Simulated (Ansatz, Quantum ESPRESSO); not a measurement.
# Complex bands of ZnSe, zinc blende type, lattice constant set to 5.653 Å, part 2 of 4

Aim: how fast states decay in the gap of ZnSe, zinc blende type, lattice constant set to 5.653 Å.

Quantum ESPRESSO 7.5; plane-wave DFT, LDA, GBRV ultrasoft pseudopotentials; cross-check by Ansatz 0.2.0 with PAW datasets.

So far. Step 2 (SCF with pw.x): The run needed 10 iterations to bring the estimated error under 1e-09 Ry.

## Step 3: Complex bands with pwcond.x

Level of this step: complex band structure by pwcond; plane-wave DFT, LDA, GBRV ultrasoft pseudopotentials (Quantum ESPRESSO).

ikind = 0 solves one period of the crystal for all kz, real and complex, at each energy and k across. ewind and epsproj trim the two-dimensional plane-wave basis; nz1 sets the subslabs.

Contents of cbs.in:

```
&inputcond
  outdir = './out'
  prefixl = 'scf'
  band_file = 'cbs'
  ikind = 0
  ewind = 4.0
  epsproj = 1e-05
  nz1 = 7
  energy0 = 4.93
  denergy = -0.17
/
4
  0.00000000 0.00000000 1.00000000
  0.50000000 0.00000000 1.00000000
  0.50000000 0.50000000 1.00000000
  0.25000000 0.00000000 1.00000000
42
```

Launch:

```
$ OMP_NUM_THREADS=1 mpirun -n 2 pwcond.x -in cbs.in > cbs.out
```

Output:

```text
[banner, memory and clock lines left out]
Program PWCOND v.7.5 starts

          URL

     ./out/scf.save/

     IMPORTANT: XC functional enforced from input :
     Exchange-correlation= PZ
                           (   1   1   0   0   0   0   0)
     Any further DFT definition will be discarded
     Please, verify this is what you really want

     Reading collected, re-writing distributed wavefunctions

===== INPUT FILE containing the left lead =====

     GEOMETRY:

     lattice parameter (alat)  =       7.5538  a.u.
     the volume                =     609.5419 (a.u.)^3
     the cross section         =      57.0592 (a.u.)^2
     l of the unit cell        =       1.4142 (alat)
     number of atoms/cell      =            4
     number of atomic types    =            2

     crystal axes: (cart. coord. in units of alat)
               a(1) = (  1.0000  0.0000  0.0000 )
               a(2) = (  0.0000  1.0000  0.0000 )
               a(3) = (  0.0000  0.0000  1.4142 )

   Cartesian axes

     site n.     atom                  positions (alat units)
          1        Zn     tau(  1)=(  0.0000  0.0000  1.4142  )
          2        Se     tau(  2)=(  0.5000  0.0000  0.3536  )
          3        Zn     tau(  3)=(  0.5000  0.5000  0.7071  )
          4        Se     tau(  4)=(  0.0000  0.5000  1.0607  )

     nr1s                      =           32
     nr2s                      =           32
     nr3s                      =           45
     nr1sx                     =           32
     nr2sx                     =           32
     nr3sx                     =           45
     nr1                       =           36
     nr2                       =           36
     nr3                       =           50
     nr1x                      =           36
     nr2x                      =           36
     nr3x                      =           50

 _______________________________
  Radii of nonlocal spheres:

     type       ibeta     ang. mom.          radius (alat units)
       Zn         1         0                    0.2409
       Zn         2         0                    0.2409
       Zn         3         1                    0.2409
       Zn         4         1                    0.2409
       Zn         5         2                    0.2409
       Zn         6         2                    0.2409
       Se         1         0                    0.2394
       Se         2         0                    0.2394
       Se         3         1                    0.2394
       Se         4         1                    0.2394
       Se         5         2                    0.2394
       Se         6         2                    0.2394
----- General information -----

----- Complex band structure calculation -----

     nrx                       =           32
     nry                       =           32
     nz1                       =            7

     energy0               =         4.9E+00
     denergy               =        -1.7E-01
     nenergy               =         42
     ecut2d                =         4.0E+01
     ewind                 =         4.0E+00
     epsproj               =         1.0E-05

     number of k_|| points=    4
                       cryst. coord.
        k(    1) = (   0.0000000   0.0000000), wk =   0.2500000
        k(    2) = (   0.5000000   0.0000000), wk =   0.2500000
        k(    3) = (   0.5000000   0.5000000), wk =   0.2500000
        k(    4) = (   0.2500000   0.0000000), wk =   0.2500000
----- Information about left lead -----

     nocros                   =           18
     noins                    =           54
     norb                     =           90
     norbf                    =           90
     nrz                      =           45

      iorb      type   ibeta   ang. mom.   m       position (alat)
        1        1       1        0        1   taunew(   1)=(  0.0000  0.0000  0.0000)
        2        1       2        0        1   taunew(   2)=(  0.0000  0.0000  0.0000)
        3        1       3        1        1   taunew(   3)=(  0.0000  0.0000  0.0000)
        4        1       3        1        2   taunew(   4)=(  0.0000  0.0000  0.0000)
        5        1       3        1        3   taunew(   5)=(  0.0000  0.0000  0.0000)
        6        1       4        1        1   taunew(   6)=(  0.0000  0.0000  0.0000)
        7        1       4        1        2   taunew(   7)=(  0.0000  0.0000  0.0000)
        8        1       4        1        3   taunew(   8)=(  0.0000  0.0000  0.0000)
        9        1       5        2        1   taunew(   9)=(  0.0000  0.0000  0.0000)
       10        1       5        2        2   taunew(  10)=(  0.0000  0.0000  0.0000)
       11        1       5        2        3   taunew(  11)=(  0.0000  0.0000  0.0000)
       12        1       5        2        4   taunew(  12)=(  0.0000  0.0000  0.0000)
       13        1       5        2        5   taunew(  13)=(  0.0000  0.0000  0.0000)
       14        1       6        2        1   taunew(  14)=(  0.0000  0.0000  0.0000)
       15        1       6        2        2   taunew(  15)=(  0.0000  0.0000  0.0000)
       16        1       6        2        3   taunew(  16)=(  0.0000  0.0000  0.0000)
       17        1       6        2        4   taunew(  17)=(  0.0000  0.0000  0.0000)
       18        1       6        2        5   taunew(  18)=(  0.0000  0.0000  0.0000)
       19        2       1        0        1   taunew(  19)=(  0.5000  0.0000  0.3536)
       20        2       2        0        1   taunew(  20)=(  0.5000  0.0000  0.3536)
       21        2       3        1        1   taunew(  21)=(  0.5000  0.0000  0.3536)
       22        2       3        1        2   taunew(  22)=(  0.5000  0.0000  0.3536)
       23        2       3        1        3   taunew(  23)=(  0.5000  0.0000  0.3536)
       24        2       4        1        1   taunew(  24)=(  0.5000  0.0000  0.3536)
       25        2       4        1        2   taunew(  25)=(  0.5000  0.0000  0.3536)
       26        2       4        1        3   taunew(  26)=(  0.5000  0.0000  0.3536)
       27        2       5        2        1   taunew(  27)=(  0.5000  0.0000  0.3536)
       28        2       5        2        2   taunew(  28)=(  0.5000  0.0000  0.3536)
       29        2       5        2        3   taunew(  29)=(  0.5000  0.0000  0.3536)
       30        2       5        2        4   taunew(  30)=(  0.5000  0.0000  0.3536)
       31        2       5        2        5   taunew(  31)=(  0.5000  0.0000  0.3536)
       32        2       6        2        1   taunew(  32)=(  0.5000  0.0000  0.3536)
       33        2       6        2        2   taunew(  33)=(  0.5000  0.0000  0.3536)
       34        2       6        2        3   taunew(  34)=(  0.5000  0.0000  0.3536)
       35        2       6        2        4   taunew(  35)=(  0.5000  0.0000  0.3536)
       36        2       6        2        5   taunew(  36)=(  0.5000  0.0000  0.3536)
       37        1       1        0        1   taunew(  37)=(  0.5000  0.5000  0.7071)
       38        1       2        0        1   taunew(  38)=(  0.5000  0.5000  0.7071)
       39        1       3        1        1   taunew(  39)=(  0.5000  0.5000  0.7071)
       40        1       3        1        2   taunew(  40)=(  0.5000  0.5000  0.7071)
       41        1       3        1        3   taunew(  41)=(  0.5000  0.5000  0.7071)
       42        1       4        1        1   taunew(  42)=(  0.5000  0.5000  0.7071)
       43        1       4        1        2   taunew(  43)=(  0.5000  0.5000  0.7071)
       44        1       4        1        3   taunew(  44)=(  0.5000  0.5000  0.7071)
       45        1       5        2        1   taunew(  45)=(  0.5000  0.5000  0.7071)
       46        1       5        2        2   taunew(  46)=(  0.5000  0.5000  0.7071)
       47        1       5        2        3   taunew(  47)=(  0.5000  0.5000  0.7071)
       48        1       5        2        4   taunew(  48)=(  0.5000  0.5000  0.7071)
       49        1       5        2        5   taunew(  49)=(  0.5000  0.5000  0.7071)
       50        1       6        2        1   taunew(  50)=(  0.5000  0.5000  0.7071)
       51        1       6        2        2   taunew(  51)=(  0.5000  0.5000  0.7071)
       52        1       6        2        3   taunew(  52)=(  0.5000  0.5000  0.7071)
       53        1       6        2        4   taunew(  53)=(  0.5000  0.5000  0.7071)
       54        1       6        2        5   taunew(  54)=(  0.5000  0.5000  0.7071)
       55        2       1        0        1   taunew(  55)=(  0.0000  0.5000  1.0607)
       56        2       2        0        1   taunew(  56)=(  0.0000  0.5000  1.0607)
       57        2       3        1        1   taunew(  57)=(  0.0000  0.5000  1.0607)
       58        2       3        1        2   taunew(  58)=(  0.0000  0.5000  1.0607)
       59        2       3        1        3   taunew(  59)=(  0.0000  0.5000  1.0607)
       60        2       4        1        1   taunew(  60)=(  0.0000  0.5000  1.0607)
       61        2       4        1        2   taunew(  61)=(  0.0000  0.5000  1.0607)
       62        2       4        1        3   taunew(  62)=(  0.0000  0.5000  1.0607)
       63        2       5        2        1   taunew(  63)=(  0.0000  0.5000  1.0607)
       64        2       5        2        2   taunew(  64)=(  0.0000  0.5000  1.0607)
       65        2       5        2        3   taunew(  65)=(  0.0000  0.5000  1.0607)
       66        2       5        2        4   taunew(  66)=(  0.0000  0.5000  1.0607)
       67        2       5        2        5   taunew(  67)=(  0.0000  0.5000  1.0607)
       68        2       6        2        1   taunew(  68)=(  0.0000  0.5000  1.0607)
       69        2       6        2        2   taunew(  69)=(  0.0000  0.5000  1.0607)
       70        2       6        2        3   taunew(  70)=(  0.0000  0.5000  1.0607)
       71        2       6        2        4   taunew(  71)=(  0.0000  0.5000  1.0607)
       72        2       6        2        5   taunew(  72)=(  0.0000  0.5000  1.0607)
       73        1       1        0        1   taunew(  73)=(  0.0000  0.0000  1.4142)
       74        1       2        0        1   taunew(  74)=(  0.0000  0.0000  1.4142)
       75        1       3        1        1   taunew(  75)=(  0.0000  0.0000  1.4142)
       76        1       3        1        2   taunew(  76)=(  0.0000  0.0000  1.4142)
       77        1       3        1        3   taunew(  77)=(  0.0000  0.0000  1.4142)
       78        1       4        1        1   taunew(  78)=(  0.0000  0.0000  1.4142)
       79        1       4        1        2   taunew(  79)=(  0.0000  0.0000  1.4142)
       80        1       4        1        3   taunew(  80)=(  0.0000  0.0000  1.4142)
       81        1       5        2        1   taunew(  81)=(  0.0000  0.0000  1.4142)
       82        1       5        2        2   taunew(  82)=(  0.0000  0.0000  1.4142)
       83        1       5        2        3   taunew(  83)=(  0.0000  0.0000  1.4142)
       84        1       5        2        4   taunew(  84)=(  0.0000  0.0000  1.4142)
       85        1       5        2        5   taunew(  85)=(  0.0000  0.0000  1.4142)
       86        1       6        2        1   taunew(  86)=(  0.0000  0.0000  1.4142)
       87        1       6        2        2   taunew(  87)=(  0.0000  0.0000  1.4142)
       88        1       6        2        3   taunew(  88)=(  0.0000  0.0000  1.4142)
       89        1       6        2        4   taunew(  89)=(  0.0000  0.0000  1.4142)
       90        1       6        2        5   taunew(  90)=(  0.0000  0.0000  1.4142)
 ngper, shell number =          177          27
 ngper, n2d =          177         177
---  E-Ef =    4.9300000  k =    0.0000000   0.0000000
---  ie =          1  ik =          1
 Nchannels of the left tip =            1
 Right moving states:
   k1(2pi/a)   k2(2pi/a)   E-Ef (eV)
  -0.2475866  -0.0000000   4.9300000
 Left moving states:
   k1(2pi/a)   k2(2pi/a)   E-Ef (eV)
   0.2475866  -0.0000000   4.9300000

---  E-Ef =    4.7600000  k =    0.0000000   0.0000000
---  ie =          2  ik =          1
 Nchannels of the left tip =            1
 Right moving states:
   k1(2pi/a)   k2(2pi/a)   E-Ef (eV)
  -0.2831952  -0.0000000   4.7600000
 Left moving states:
   k1(2pi/a)   k2(2pi/a)   E-Ef (eV)
   0.2831952   0.0000000   4.7600000
[... further energies and points left out ...]
---  E-Ef =   -1.8700000  k =    0.2500000   0.0000000
---  ie =         41  ik =          4
 Nchannels of the left tip =            1
 Right moving states:
   k1(2pi/a)   k2(2pi/a)   E-Ef (eV)
   0.3798427   0.0000000  -1.8700000
 Left moving states:
   k1(2pi/a)   k2(2pi/a)   E-Ef (eV)
  -0.3798427  -0.0000000  -1.8700000

---  E-Ef =   -2.0400000  k =    0.2500000   0.0000000
---  ie =         42  ik =          4
 Nchannels of the left tip =            1
 Right moving states:
   k1(2pi/a)   k2(2pi/a)   E-Ef (eV)
   0.3473294  -0.0000000  -2.0400000
 Left moving states:
   k1(2pi/a)   k2(2pi/a)   E-Ef (eV)
  -0.3473294  -0.0000000  -2.0400000

Note: The following floating-point exceptions are signalling: IEEE_UNDERFLOW_FLAG IEEE_DENORMAL
Note: The following floating-point exceptions are signalling: IEEE_UNDERFLOW_FLAG IEEE_DENORMAL
```

It took 4.4 min on 2 MPI ranks of AMD EPYC 9R14 (Zen 4), shared host; peak memory 0.21 GiB; 8.8 min of CPU time.

Read from the output:

- peak of the smallest κ at the zone centre: 0.075 Å⁻¹
- energy of the peak at the zone centre: 0.51 eV
- peak of the smallest κ at (1/2, 0): 0.228 Å⁻¹
- peak of the smallest κ at (1/4, 0): 0.233 Å⁻¹

K across = (0, 0) in the cell's reciprocal vectors; values within 0.0025 1/Å of each other count once, columns are sorted by size at each energy, a dash where no further value was kept. Im kz of the slowest decaying states against energy, zero at the highest filled level of the SCF mesh:

```tsv
energy (eV)	decay 1 (Å⁻¹)	decay 2 (Å⁻¹)	decay 3 (Å⁻¹)
-2.04	1.21	1.54	1.58
-1.53	1.13	1.52	1.67
-1.02	1.04	1.49	1.78
-0.51	0.914	0.999	1.47
0.00	0.009	0.83	0.921
0.17	0.056	0.157	0.804
0.68	0.071	0.29	0.728
1.19	0.354	0.65	0.697
1.70	0.39	0.561	0.583
2.21	0.407	0.416	0.48
2.72	0.144	0.359	0.41
3.40	0.395	1.22	1.81
3.91	0.038	0.369	1.18
4.42	0.188	0.328	1.14
4.93	0.232	0.266	1.10
```

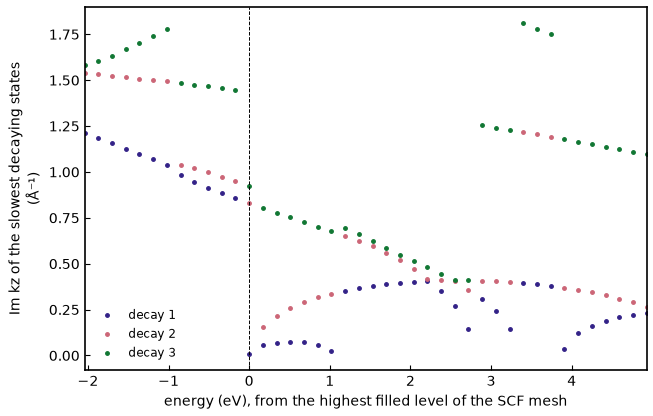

Im kz of the slowest decaying states against energy.

K across = (0, 0) in the cell's reciprocal vectors. The Re kz of states that move upwards by energy, zero at the highest filled level of the SCF mesh:

```tsv
energy (eV)	channel 1 (Å⁻¹)	channel 2 (Å⁻¹)	channel 3 (Å⁻¹)
-2.04	-0.386	0.240	0.240
-1.53	-0.299	0.470	0.470
-1.02	-0.470	-0.470	-0.215
-0.51	-0.303	-0.303	-0.130
0.00	-	-	-
0.17	-	-	-
0.68	-	-	-
1.19	0.0567	-	-
1.70	0.147	-	-
2.21	0.224	-	-
2.72	0.302	-	-
3.40	0.144	0.421	0.432
3.91	-0.524	-	-
4.42	-0.394	-	-
4.93	-0.275	-	-
```

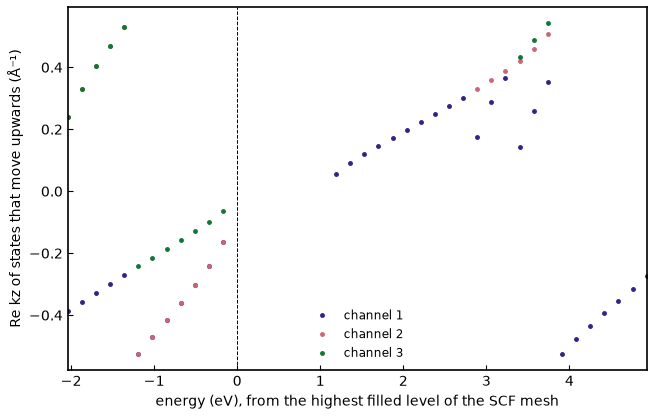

Re kz of states that move upwards against energy.

K across = (1/2, 0) in the cell's reciprocal vectors; values within 0.0025 1/Å of each other count once, columns are sorted by size at each energy, a dash where no further value was kept. Im kz of the slowest decaying states against energy, zero at the highest filled level of the SCF mesh:

```tsv
energy (eV)	decay 1 (Å⁻¹)	decay 2 (Å⁻¹)	decay 3 (Å⁻¹)
-2.040	0.908	1.49	1.95
-1.530	0.761	1.35	1.91
-1.020	0.411	1.26	1.90
-0.510	0.149	0.603	1.18
0.000	0.205	0.707	1.10
0.510	0.226	0.742	1.03
1.020	0.224	0.75	0.961
1.530	0.199	0.744	0.892
2.040	0.136	0.727	0.822
2.550	0.701	0.75	1.73
3.060	0.668	0.674	1.68
3.570	0.589	0.627	1.64
4.080	0.079	0.489	0.577
4.420	0.193	0.4	0.538
```

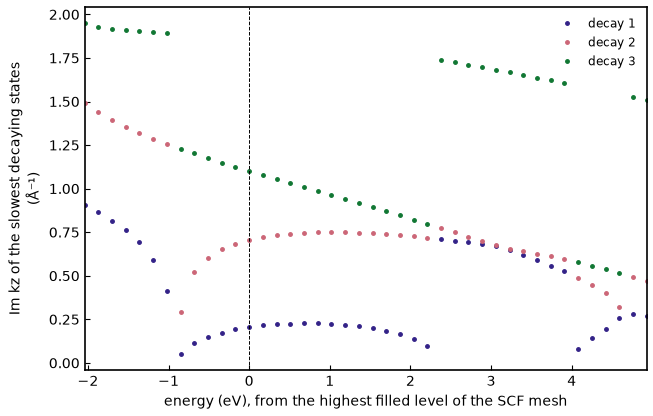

Im kz of the slowest decaying states against energy.

K across = (1/2, 1/2) in the cell's reciprocal vectors; values within 0.0025 1/Å of each other count once, columns are sorted by size at each energy, a dash where no further value was kept. Table of Im kz of the slowest decaying states by energy, zero at the highest filled level of the SCF mesh:

```tsv
energy (eV)	decay 1 (Å⁻¹)	decay 2 (Å⁻¹)	decay 3 (Å⁻¹)
-2.04	0.181	0.191	1.74
-1.53	0.3	0.308	1.73
-1.02	0.351	1.73	2.02
-0.51	0.368	0.374	1.71
0.00	0.367	0.381	1.70
0.17	0.363	0.381	1.70
0.68	0.345	0.372	1.68
1.19	0.315	0.352	1.66
1.70	0.27	0.322	1.64
2.21	0.204	0.277	1.62
2.72	0.072	0.211	1.6
3.40	1.57	1.73	1.74
3.91	1.54	1.66	1.70
4.42	1.51	1.6	1.66
4.93	1.48	1.54	1.63
```

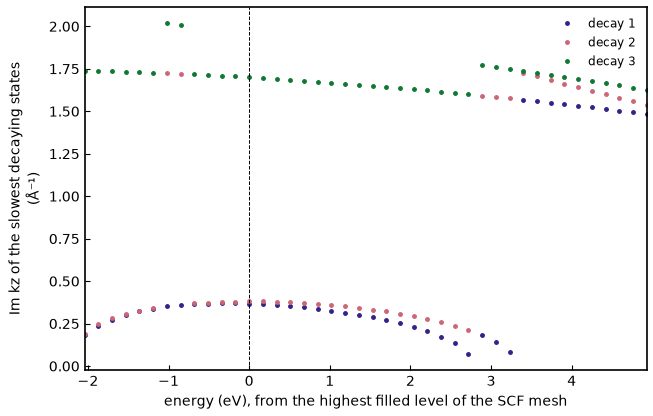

Im kz of the slowest decaying states, plotted against energy.

K across = (1/4, 0) in the cell's reciprocal vectors; values within 0.0025 1/Å of each other count once, columns are sorted by size at each energy, a dash where no further value was kept. Im kz of the slowest decaying states against energy, zero at the highest filled level of the SCF mesh:

```tsv
energy (eV)	decay 1 (Å⁻¹)	decay 2 (Å⁻¹)	decay 3 (Å⁻¹)
-2.04	0.112	0.268	1.33
-1.53	0.14	1.18	1.38
-1.02	0.076	1.07	1.33
-0.51	0.986	1.29	1.39
0.00	0.175	0.222	0.905
0.17	0.195	0.291	0.879
0.68	0.227	0.417	0.801
1.19	0.232	0.492	0.721
1.70	0.212	0.542	0.636
2.21	0.155	0.541	0.579
2.72	0.424	0.608	0.899
3.40	0.075	0.162	0.654
3.91	0.16	0.189	0.668
4.42	0.183	0.205	0.618
4.93	0.145	0.19	0.526
```

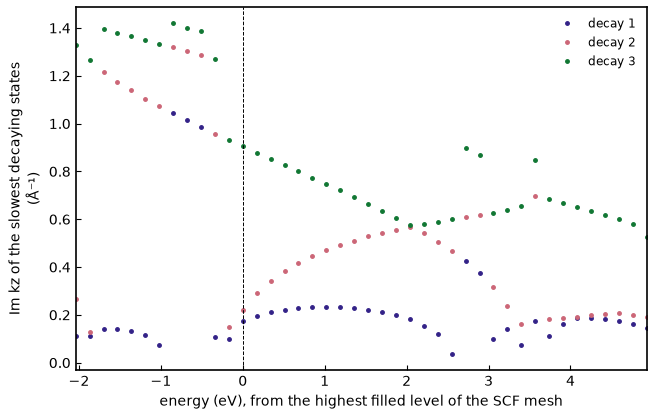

Im kz of the slowest decaying states against energy.

The program's own clock; routines nest. Time by routine:

```tsv
routine	wall time (s)	calls
PWCOND	264	1
scatter_forw	158.9	168
compbs	102.1	168
compbs_2	97.28	168
local	2.3	4
init	0.68	1
poten	0.1	1
```

[end of part 2 of 4]

[Logs are printed without paths, hosts, clocks, repeated set-up lines and the standing remarks that a program may print on its own settings, such as how far it seeks lower states.]

[Hosts, paths, dates, database ids (printed as entryN), source tags and the programs' standing remarks are cut or masked in the printed files.]

[Maps of the electrostatic potential energy from Ansatz leave out the sawtooth potential of an applied field or a dipole correction, so their vacuum need not be flat; planar profiles and work functions include it.]
